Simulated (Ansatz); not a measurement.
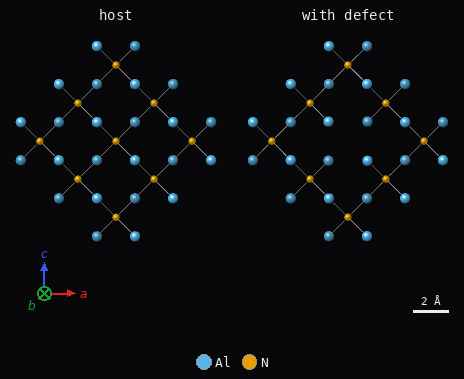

Left: perfect AlN. Right: the same region with one point defect, after relaxing the atoms in a supercell of 64 sites. Style: ball-and-stick. Shown: the atoms within 6.0 Å of one point, in a slice 3.4 Å thick across the line of sight, along the b axis.

Method: DFT, PBEsol, PAW, plane waves (Ansatz 0.2.0). Set-up: plane-wave cutoff 420 eV; k-point mesh 1 × 1 × 1; mesh shifted by (0.25, 0.25, 0.25); no spin polarisation. Fermi-Dirac smearing of 0.01 eV. A uniform background neutralises the charged cell. The axes drawn are those of the host's conventional cell.

> Which defect is it?

A nitrogen atom is taken out (a vacancy).

The charge state of the cell is +1.

> How does the lattice respond?

Around the empty N site the host had 4 Al at 1.90 Å; after relaxation the nearest atoms are 4 Al at 1.95 Å. Of the host's atoms, an aluminium atom moves furthest from its site, by 0.06 Å.

Limits of the set-up: the cell is charged, on a uniform background, and energies carry no finite-size correction.
